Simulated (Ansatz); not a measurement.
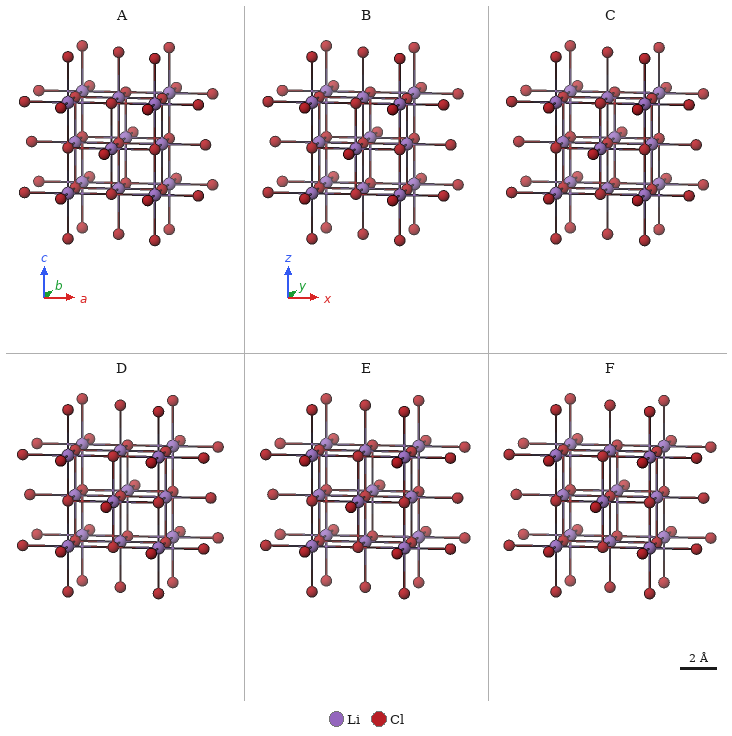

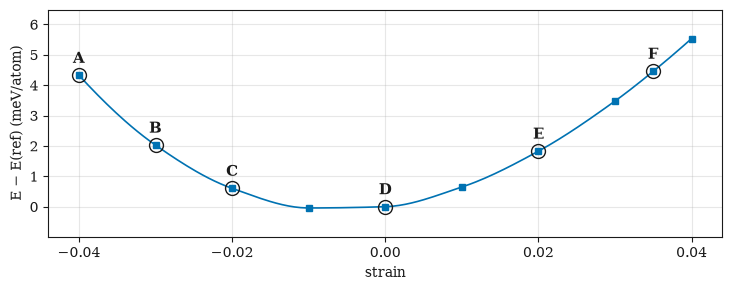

Energy scan for a crystal of LiCl (Fm-3m), in which the cell is strained along x alone, with the atoms kept at their fractional coordinates. x, y and z are the Cartesian axes of the input. The lettered frames are marked on the plot. Style: ball-and-stick. Shown: the conventional cell (4 times the calculation's cell), along the b axis, with a slight tilt. Lengths and directions refer to the drawn axes.

The calculation used DFT r2SCAN, scalar-relativistic, plane waves, PAW (Ansatz). Set-up: plane-wave cutoff 500 eV; k-point mesh 8 × 8 × 8; occupations gaussian; smearing width 0.05 eV; no spin polarisation. Energies (free energies at the smearing named) are counted from the cell as listed in its source, which wasn't relaxed.

**What does the scan show?**

The lowest computed point lies at the strain −0.01 (−0.04 meV/atom). At the ends of the scan the energy is 4.32 meV/atom (−0.04) and 5.54 meV/atom (0.04). The curvature at zero strain, (1/V) d²E/dε², is about 58 GPa; it is C₁₁ with clamped ions. The distortion takes the space group from Fm-3m to I4/mmm. At the strain −0.04 the cell of the drawing goes a 5.130 → 4.924 Å.

The computed points:

```csv
strain,E − E(ref) (meV/atom)
−0.040,4.32
−0.030,2.03
−0.020,0.60
−0.010,−0.04
0.000,0.00
0.010,0.65
0.020,1.83
0.030,3.48
0.035,4.46
0.040,5.54
```
